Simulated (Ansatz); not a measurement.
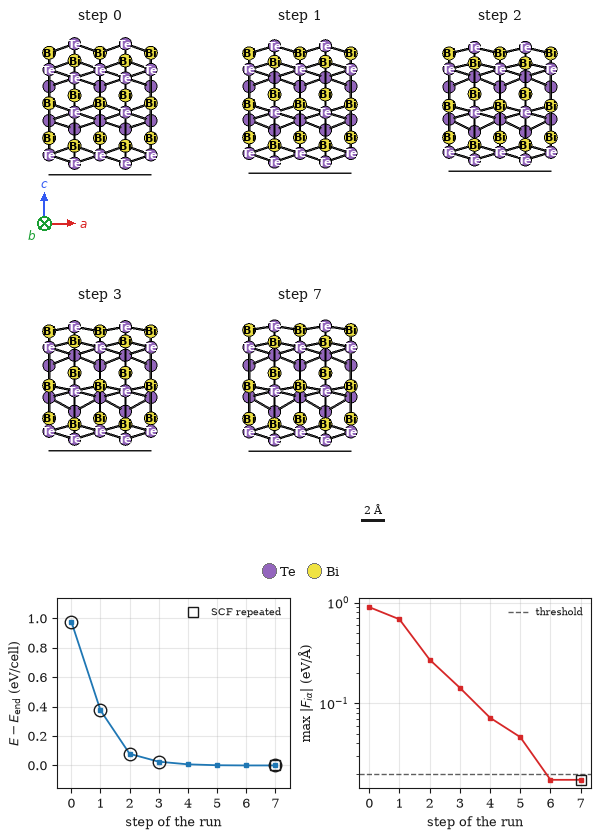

Frames of a relaxation of a slab of composition Bi₂Te₃ (cut from the R-3m phase), marked on the history of the run. The picture is a ball-and-stick view of the 2 × 1 repeat of the cell, outlined in the plane, without the vacuum, seen along the b axis.

The slab is the (0 1 2) face of Bi2Te3.

All numbers below come from DFT PBE, scalar-relativistic, plane waves, PAW (Ansatz 0.2.0).

Input file:
```yaml
crystal:
  lattice:
    - [4.4688135297, 0.0, 0.0]
    - [0.0, 10.1887468057, 0.0]
    - [0.0, 0.0, 25.4936647246]
  atoms:
    - { symbol: Te, position: [0.5, 0.7948022205, 0.2941907364] }
    - { symbol: Te, position: [0.0, 0.5716024578, 0.3231479438] }
    - { symbol: Bi, position: [0.5, 0.3694329066, 0.3543052077] }
    - { symbol: Bi, position: [0.0, 0.1239824719, 0.380934681] }
    - { symbol: Te, position: [0.5, 0.9218119227, 0.4120918405] }
    - { symbol: Te, position: [0.0, 0.6986159844, 0.4410494479] }
    - { symbol: Te, position: [0.5, 0.4754162216, 0.4700066553] }
    - { symbol: Bi, position: [0.0, 0.2732466705, 0.5011639192] }
    - { symbol: Bi, position: [0.5, 0.0277962357, 0.5277933925] }
    - { symbol: Te, position: [0.0, 0.8256256865, 0.5589505521] }
    - { symbol: Te, position: [0.5, 0.6024297482, 0.5879081595] }
    - { symbol: Te, position: [0.0, 0.3792299854, 0.6168653668] }
    - { symbol: Bi, position: [0.5, 0.1770604343, 0.6480226307] }
    - { symbol: Bi, position: [0.0, 0.9316099995, 0.674652104] }
    - { symbol: Te, position: [0.5, 0.7294394503, 0.7058092636] }
basis:
  ecutwfc: 420
kpoints:
  mp_grid: { grid: [8, 4, 1] }
hamiltonian:
  xc: pbe
scf:
  occupations: { method: gaussian, width: 0.1 }
output:
  forces: true
  eigenvalues: true
  write_density: true
  write_potential: true
  elf: true
  volumetric_format: npy
relax:
  adjacent_minimum: "off"
  f_tol: 0.02
  max_steps: 60
efield:
  axis: 3
  dipole_correction: true
  ramp_width: 0.04
```

Command:
```bash
ansatz run input.yaml --threads 8 --pin off --max-ram 15360MiB --backend cpu --events-out ev --progress --plain --runs-dir out
```

Describe the path.

Over 6 accepted moves (7 points after the start) the energy falls by 0.979 eV per cell of the calculation. Largest force component: 0.9 eV/Å at the start, 0.017 eV/Å at the end. 1 step only repeated the SCF at the same geometry. Bi8 moves most relative to the layer's centre: 0.38 Å at 27° to the normal (−c side). By element the largest moves are Bi 0.38 Å, Te 0.34 Å. The cell doesn't change. Among the contacts that change: Te1–Te5 3.272 → 2.780 Å, Bi8–Te12 3.141 → 3.576 Å, Te11–Te15 3.272 → 2.869 Å, Te5–Bi9 3.141 → 3.530 Å. Among the angles between lasting bonds that change: Te11–Te15–Bi14 91.6° → 101.7°, Te1–Te5–Bi9 176.8° → 169.3°, Te7–Te11–Te15 180.0° → 173.6°. From step 0 to 1: Te15 moves most (0.19 Å), energy −0.604 eV per cell of the calculation. From step 1 to 2: Te1 moves most (0.19 Å), energy −0.296 eV per cell of the calculation. From step 2 to 3: Bi4 moves most (0.18 Å), energy −53.8 meV per cell of the calculation. From step 3 to 7: Bi14 moves most (0.11 Å), energy −25.5 meV per cell of the calculation.
